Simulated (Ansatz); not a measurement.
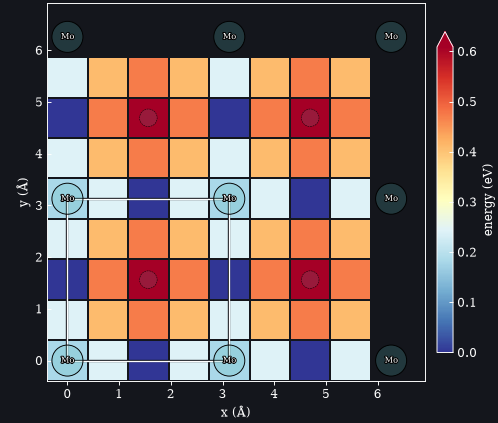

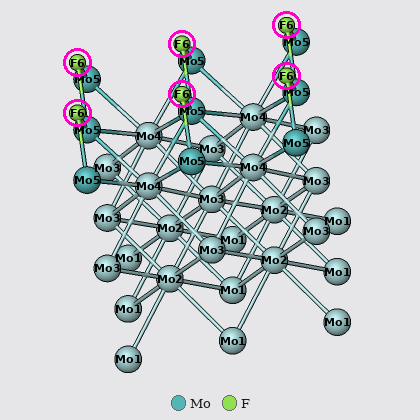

Energy landscape of F on a Mo(100) slab cut from the Im-3m phase (5 atoms of substrate and one adsorbate in a 1 × 1 cell). 
- One F atom a 1 × 1 cell is placed over a mesh of places on the rigid (1 0 0) surface, and only its height is relaxed.
- Places are given modulo a cell vector. The map is drawn in real space over the plane of the surface.
- The grid has 4 × 4 points.
- All energies are given in eV relative to the lowest grid point.
- With one adsorbate in each 1 × 1 cell, its nearest image is 3.1 Å away, so neighbouring adsorbates interact.
- Method: DFT PBEsol, scalar-relativistic, plane waves, PAW (Ansatz 0.2.0).

The picture shows one coloured cell a grid point, labelled circles for the atoms of the top layer and small ones for the second layer, the outline of one cell of the 2 × 2 shown, one colour for all values above the top of the scale. The second picture is the structure at the lowest point; rings mark the moved atoms.

What does the map say about the system?

Answer. The lowest grid point is at a bridge site between two Mo atoms, (0/4, 2/4) of the cell vectors. The same energy is found at a bridge site between two Mo atoms, (2/4, 0/4) of the cell vectors. The highest grid point, a fourfold hollow over a second-layer Mo atom, (2/4, 2/4) of the cell vectors, lies 1.082 eV above the lowest. At the lowest point the adsorbate has 2 Mo at 2.11 Å as nearest neighbours, at the highest 4 Mo at 2.57 Å. Its relaxed height above the top atom is 1.42 Å at the lowest and 1.31 Å at the highest point.

The values on the grid:

| place along a₂ ↓, place along a₁ → | 0/4 | 1/4 | 2/4 | 3/4 |
| --- | --- | --- | --- | --- |
| 3/4 | 0.242 | 0.410 | 0.472 | 0.410 |
| 2/4 | 0.000 | 0.472 | 1.082 | 0.472 |
| 1/4 | 0.242 | 0.410 | 0.472 | 0.410 |
| 0/4 | 0.182 | 0.242 | 0.000 | 0.242 |
